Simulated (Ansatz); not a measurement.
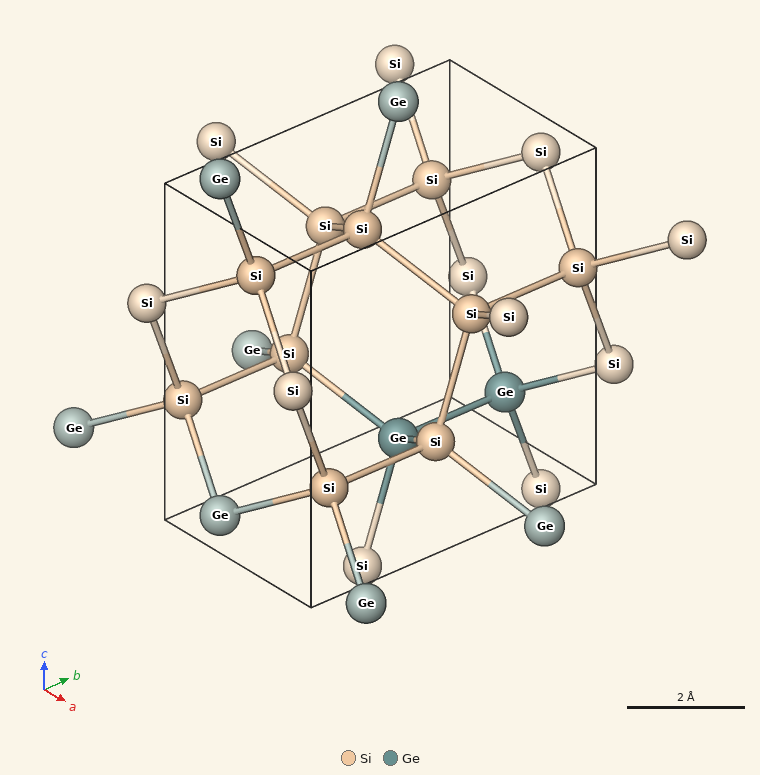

*The structure as given in the input (ball-and-stick view of the cell of the calculation, seen at an oblique angle; neighbours outside the cell are drawn fainter). An atom can appear more than once, as a periodic image.*

Near neighbours in the periodic cell (some may lie outside the picture): Si has 4 Si at 2.38 to 2.40 Å; Ge has 1 Ge at 2.40 Å and 3 Si at 2.38 Å; Si has 2 Ge at 2.38 Å and 2 Si at 2.38 to 2.40 Å; Si has 1 Ge at 2.38 Å and 3 Si at 2.38 to 2.40 Å.

**Geometry relaxation, with input and output: GeSi₃ (part 1 of 2)**

System: GeSi₃ (Pmm2, 8 atoms in the cell).
Method: DFT r2SCAN, scalar-relativistic, plane waves, PAW, no spin polarisation (Ansatz 0.2.0).

The structure derives from a Materials Project entry. It belongs to a series of runs on one base structure; here: 6 of 8 Ge sites taken by Si, cell and atoms relaxed.

Input
```yaml
crystal:
  lattice:
    - [-1.9364507587, -3.3540311005, 0.0]
    - [0.0, 0.0, -6.4077517795]
    - [5.8093522763, -3.3540311005, 0.0]
  atoms:
    - { symbol: Si, position: [0.0, 0.9369454777, 0.6666666667] }
    - { symbol: Ge, position: [0.5, 0.9369454777, 0.1666666667] }
    - { symbol: Si, position: [0.0, 0.4369454777, 0.3333333333] }
    - { symbol: Si, position: [0.5, 0.4369454777, 0.8333333333] }
    - { symbol: Si, position: [0.0, 0.5630545223, 0.6666666667] }
    - { symbol: Ge, position: [0.5, 0.5630545223, 0.1666666667] }
    - { symbol: Si, position: [0.0, 0.0630545223, 0.3333333333] }
    - { symbol: Si, position: [0.5, 0.0630545223, 0.8333333333] }
basis:
  ecutwfc: 500
kpoints:
  mp_grid: { grid: [10, 6, 6] }
hamiltonian:
  xc: r2scan
scf:
  occupations: { method: gaussian, width: 0.1 }
output:
  forces: true
  stress: true
  eigenvalues: true
relax:
  adjacent_minimum: "off"
  f_tol: 0.015
  max_steps: 60
  cell: { stress_tol: 0.15 }
```

Run as:
```bash
ansatz run input.yaml --threads 1 --pin off --max-ram 2560MiB --backend cpu --events-out ev --progress --plain --runs-dir out
```

The program's output
```
Engine: ansatz 0.2.0, x86_64-unknown-linux-gnu
Pseudopotentials: kind: paw
Pseudopotential: Si, paw, valence charge 4, recommended cutoff 500 eV (meta_gga), Si.paw.azcp
Pseudopotential: Ge, paw, valence charge 14, recommended cutoff 500 eV (meta_gga), Ge.paw.azcp
Functional definition: r2SCAN
  parameter k0 = 0.174
  parameter k1 = 0.065
  parameter a1 = 4.9479
  exchange = r2scan_x(k0 = k0, k1 = k1, a1 = a1)
  correlation = r2scan_c
Crystal: 8 atoms, lattice volume = 166.471 Å³
Basis set: ecut = 500 eV, 4221 PW (Γ), exchange–correlation on 120×192×200 points (64 copies of the dense FFT grid, shifted against one another)
Bands: 34, of which v1, the nominal top of the filled ones, is band 26 counted from 1 (25 counted from 0)
Symmetry: 4 space group operations
Space group: Pmm2 (ITA 25), of the structure as read, at distance tolerance 5.5e-5 Å
k-points: 96 of 360 (time reversal used)
Non-local potential: Si, projectors of the file, l = 0: 2, l = 1: 2, l = 2: 2
Non-local potential: Ge, projectors of the file, l = 0: 2, l = 1: 2, l = 2: 3, l = 3: 1
PAW form: soft (Blöchl's): semilocal exchange-correlation on the pseudo side does not see the compensation charge
PAW frozen core: Si, regenerated for the run's functional (the file was generated under x = pbe(κ = 0.804, μ = 0.2195149727645171), c = pbe(β = 0.06672455060314922))
PAW frozen core: Ge, regenerated for the run's functional (the file was generated under x = pbe(κ = 0.804, μ = 0.2195149727645171), c = pbe(β = 0.06672455060314922))
PAW one-centre angular grid: Si, 302 points (default); XC on 160 Gauss nodes
PAW one-centre angular grid: Ge, 590 points (default); XC on 160 Gauss nodes
Initial density: superposition of atomic densities (neutral atoms: chi_scale 0, normalization atom), corrected by the library's trained network
Initial wavefunctions: pseudopotential atomic-orbital guess
Functional: x = r2scan, c = r2scan; τ floored in thin density (d = 2e-4 eV/Å³)
SCF iter   1: F=—  HF=-12439.956591 eV  |F-HF|=—  |Δ(HF+E_count)|=         —  Δρ=4.73e-3  dr2=3.60e-2  dr2_τ=3.91e-2  ethr=1.77e-3  ⟨swp⟩=7.5  Hψ=15800  notcnv=0
preconditioner: auto → Resta (q_TF=auto, 2.247 Å⁻¹)  ε∞=4.7  [insulator: Δε(μ)=0.500 eV  Ē_g=8.457 eV  σ=0.100 eV  W_gap=1.00  n_scr=38 (ndim 8)  ℏωp=16.3 eV  f_vac=0.000  D(μ)=0.00/eV (n_scr^D=0)  ε∞_Penn≈4.7]
SCF iter   2: F=—  HF=-12440.007844 eV  |F-HF|=—  |Δ(HF+E_count)|=   5.13e-2  Δρ=2.25e-3  dr2=6.92e-3  dr2_τ=5.69e-5  ethr=6.92e-5  ⟨swp⟩=2.0  Hψ=7035  notcnv=0  defer=257
SCF iter   3: F=—  HF=-12440.006776 eV  |F-HF|=—  |Δ(HF+E_count)|=   1.07e-3  Δρ=1.36e-3  dr2=2.29e-3  dr2_τ=1.51e-5  ethr=1.33e-5  ⟨swp⟩=2.0  Hψ=3956  notcnv=0  defer=257
SCF iter   4: F=—  HF=-12440.006396 eV  |F-HF|=—  |Δ(HF+E_count)|=   3.81e-4  Δρ=1.04e-4  dr2=1.74e-5  dr2_τ=3.87e-7  ethr=4.40e-6  ⟨swp⟩=2.2  Hψ=3900  notcnv=0  defer=257
SCF iter   5: F=—  HF=-12440.006383 eV  |F-HF|=—  |Δ(HF+E_count)|=   1.23e-5  Δρ=2.93e-5  dr2=1.92e-6  dr2_τ=1.75e-8  ethr=3.35e-8  ⟨swp⟩=2.0  Hψ=5500  notcnv=0  defer=257
SCF iter   6: F=—  HF=-12440.006384 eV  |F-HF|=—  |Δ(HF+E_count)|=   6.57e-7  Δρ=7.46e-6  dr2=1.04e-7  dr2_τ=1.39e-9  ethr=3.70e-9  ⟨swp⟩=2.1  Hψ=4185  notcnv=0  defer=257
SCF iter   7: F=-12440.006384 eV  HF=-12440.006384 eV  |F-HF|=9.40e-10  |Δ(HF+E_count)|=   5.03e-8  Δρ=1.55e-6  dr2=5.79e-9  dr2_τ=6.07e-11  ethr=1.92e-10  ⟨swp⟩=9.5  Hψ=15068  notcnv=0
SCF 1 converged in 7 iterations: F = -12440.006384 eV  dr2 = 5.79e-9
  greatest PAW one-centre occupation: 0.998 electrons in one spin orbital (limit 2), on the Ge atom at site 5 (counted from 0), in its partial waves of l = 2
relax step   1: F+E_penalty+E_count = -12440.00638410 eV  Δ(F+E_penalty+E_count) = +0.000e0 eV  max|allowed force component| = 4.293e-1 eV/Å  Δτ_max = 0.0000 Å  P = -0.334 GPa  Ω = 166.471 Å³  (7 SCF iters, dr2 threshold 1.00e-7 eV, accepted)
Crystal: 8 atoms, lattice volume = 165.945 Å³
Initial density: handed on by an earlier stage of this run
Initial wavefunctions: those handed on with the density
iter 1 solved again at ethr=2.19e-5 eV; its pass at ethr=3.10e-3 eV (dr2=1.14e-2 eV) is discarded
SCF iter   1: F=—  HF=-12440.037963 eV  |F-HF|=—  |Δ(HF+E_count)|=         —  Δρ=2.69e-3  dr2=1.23e-2  dr2_τ=7.34e-3  ethr=2.19e-5  ⟨swp⟩=2.0  Hψ=16319  notcnv=0
preconditioner: auto → Resta (q_TF=auto, 2.249 Å⁻¹)  ε∞=4.7  [insulator: Δε(μ)=0.400 eV  Ē_g=8.441 eV  σ=0.100 eV  W_gap=1.00  n_scr=38 (ndim 8)  ℏωp=16.3 eV  f_vac=0.001  D(μ)=0.00/eV (n_scr^D=0)  ε∞_Penn≈4.7]
SCF iter   2: F=—  HF=-12440.051488 eV  |F-HF|=—  |Δ(HF+E_count)|=   1.35e-2  Δρ=1.55e-3  dr2=2.69e-3  dr2_τ=1.23e-5  ethr=2.19e-5  ⟨swp⟩=2.0  Hψ=4655  notcnv=0
SCF iter   3: F=—  HF=-12440.051953 eV  |F-HF|=—  |Δ(HF+E_count)|=   4.65e-4  Δρ=3.24e-4  dr2=1.53e-4  dr2_τ=1.53e-6  ethr=5.18e-6  ⟨swp⟩=2.4  Hψ=4667  notcnv=0
SCF iter   4: F=—  HF=-12440.051983 eV  |F-HF|=—  |Δ(HF+E_count)|=   3.00e-5  Δρ=9.03e-5  dr2=1.21e-5  dr2_τ=1.85e-7  ethr=2.94e-7  ⟨swp⟩=2.0  Hψ=5750  notcnv=0
SCF iter   5: F=—  HF=-12440.051976 eV  |F-HF|=—  |Δ(HF+E_count)|=   7.24e-6  Δρ=3.53e-5  dr2=2.24e-6  dr2_τ=1.87e-8  ethr=2.33e-8  ⟨swp⟩=2.0  Hψ=5760  notcnv=0
SCF iter   6: F=-12440.051977 eV  HF=-12440.051977 eV  |F-HF|=7.21e-8  |Δ(HF+E_count)|=   9.74e-7  Δρ=9.34e-6  dr2=1.85e-7  dr2_τ=1.58e-9  ethr=1.54e-9  ⟨swp⟩=6.5  Hψ=14359  notcnv=0
SCF 2 converged in 6 iterations: F = -12440.051977 eV  dr2 = 1.85e-7
relax step   2: F+E_penalty+E_count = -12440.05197670 eV  Δ(F+E_penalty+E_count) = -4.559e-2 eV  max|allowed force component| = 6.142e-2 eV/Å  Δτ_max = 0.0361 Å  P = -0.073 GPa  Ω = 165.945 Å³  energy of the carried Pulay correction = +6.298e-5 eV  (6 SCF iters, dr2 threshold 8.00e-7 eV, accepted)
Crystal: 8 atoms, lattice volume = 165.823 Å³
iter 1 solved again at ethr=2.67e-7 eV; its pass at ethr=3.10e-3 eV (dr2=1.39e-4 eV) is discarded
SCF iter   1: F=—  HF=-12440.052316 eV  |F-HF|=—  |Δ(HF+E_count)|=         —  Δρ=3.01e-4  dr2=1.51e-4  dr2_τ=1.57e-4  ethr=2.67e-7  ⟨swp⟩=2.7  Hψ=15330  notcnv=0
preconditioner: auto → Resta (q_TF=auto, 2.249 Å⁻¹)  ε∞=4.7  [insulator: Δε(μ)=0.399 eV  Ē_g=8.444 eV  σ=0.100 eV  W_gap=1.00  n_scr=38 (ndim 8)  ℏωp=16.3 eV  f_vac=0.001  D(μ)=0.00/eV (n_scr^D=0)  ε∞_Penn≈4.7]
SCF iter   2: F=—  HF=-12440.052563 eV  |F-HF|=—  |Δ(HF+E_count)|=   2.47e-4  Δρ=1.67e-4  dr2=2.80e-5  dr2_τ=1.67e-7  ethr=2.67e-7  ⟨swp⟩=2.0  Hψ=4800  notcnv=0
SCF iter   3: F=—  HF=-12440.052567 eV  |F-HF|=—  |Δ(HF+E_count)|=   3.97e-6  Δρ=3.43e-5  dr2=1.46e-6  dr2_τ=1.63e-8  ethr=5.38e-8  ⟨swp⟩=2.2  Hψ=4152  notcnv=0
SCF iter   4: F=-12440.052567 eV  HF=-12440.052567 eV  |F-HF|=3.99e-8  |Δ(HF+E_count)|=   6.88e-7  Δρ=8.50e-6  dr2=1.28e-7  dr2_τ=1.51e-9  ethr=4.53e-10  ⟨swp⟩=6.8  Hψ=15110  notcnv=0
SCF 3 converged in 4 iterations: F = -12440.052567 eV  dr2 = 1.28e-7
relax step   3: F+E_penalty+E_count = -12440.05256725 eV  Δ(F+E_penalty+E_count) = -5.905e-4 eV  max|allowed force component| = 4.952e-3 eV/Å  Δτ_max = 0.0042 Å  P = -0.002 GPa  Ω = 165.823 Å³  energy of the carried Pulay correction = +7.759e-5 eV  (4 SCF iters, dr2 threshold 2.36e-7 eV, accepted)
Initial wavefunctions: pseudopotential atomic-orbital guess (no wavefunctions were taken with the density)
iter 1 solved again at ethr=3.18e-7 eV; its pass at ethr=3.10e-3 eV (dr2=1.66e-4 eV) is discarded
SCF iter   1: F=—  HF=-12440.052515 eV  |F-HF|=—  |Δ(HF+E_count)|=         —  Δρ=8.16e-6  dr2=1.22e-7  dr2_τ=7.84e-9  ethr=3.18e-7  ⟨swp⟩=3.2  Hψ=23845  notcnv=0
eigensolver tolerance schedule: the retry pair's looser diagonalisation over-reported the residual by 1357.33 of it (diagonalisation noise at 0.16 of the residual, at the tolerance the schedule requests for it); recorded, not acted on — ethr = c·dr2/N_el stays at c = 1.0e-1
preconditioner: auto → Resta (q_TF=auto, 2.249 Å⁻¹)  ε∞=4.7  [insulator: Δε(μ)=0.401 eV  Ē_g=8.444 eV  σ=0.100 eV  W_gap=1.00  n_scr=38 (ndim 8)  ℏωp=16.3 eV  f_vac=0.001  D(μ)=0.00/eV (n_scr^D=0)  ε∞_Penn≈4.7]
SCF iter   2: F=—  HF=-12440.052490 eV  |F-HF|=—  |Δ(HF+E_count)|=   2.47e-5  Δρ=5.02e-6  dr2=4.80e-8  dr2_τ=2.96e-10  ethr=2.34e-10  ⟨swp⟩=2.4  Hψ=5890  notcnv=0
SCF iter   3: F=—  HF=-12440.052490 eV  |F-HF|=—  |Δ(HF+E_count)|=   1.93e-8  Δρ=2.22e-6  dr2=1.13e-8  dr2_τ=6.21e-11  ethr=9.24e-11  ⟨swp⟩=1.2  Hψ=3648  notcnv=0
SCF iter   4: F=-12440.052490 eV  HF=-12440.052490 eV  |F-HF|=5.64e-11  |Δ(HF+E_count)|=   4.90e-9  Δρ=3.08e-7  dr2=1.55e-10  dr2_τ=2.74e-12  ethr=1.38e-12  ⟨swp⟩=4.9  Hψ=14183  notcnv=0
SCF 4 converged in 4 iterations: F = -12440.052490 eV  dr2 = 1.55e-10
relax step   4: F+E_penalty+E_count = -12440.05249018 eV  Δ(F+E_penalty+E_count) = +7.707e-5 eV  max|allowed force component| = 4.895e-3 eV/Å  Δτ_max = 0.0000 Å  P = -0.002 GPa  Ω = 165.823 Å³  stress off target by 1.73e-2 GPa  SCF on the basis re-selected at this cell (its energy is not comparable with the rows above)  (4 SCF iters)
```

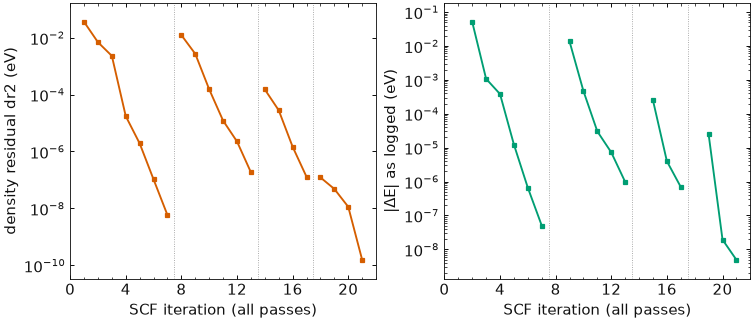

*Convergence of the self-consistent field: density residual dr2 and size of the energy change against the SCF iteration. The dotted lines part the SCF passes of the relaxation: geometry steps, rejected trials and re-solves on a re-selected basis.*

The passes take 7, 6, 4 and 4 iterations.

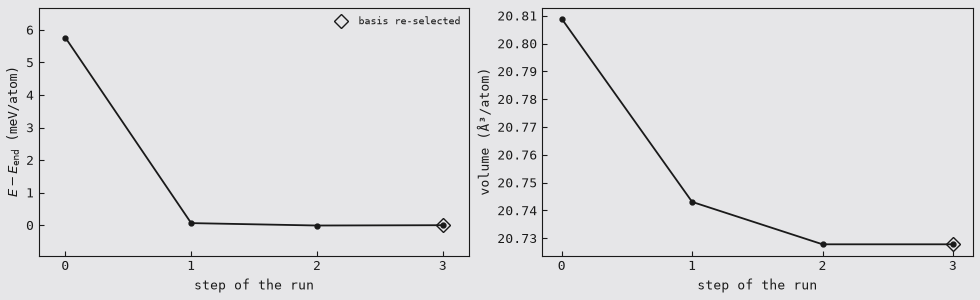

*Progress of the relaxation, step by step (the first geometry is step 0 here and step 1 in the log).*
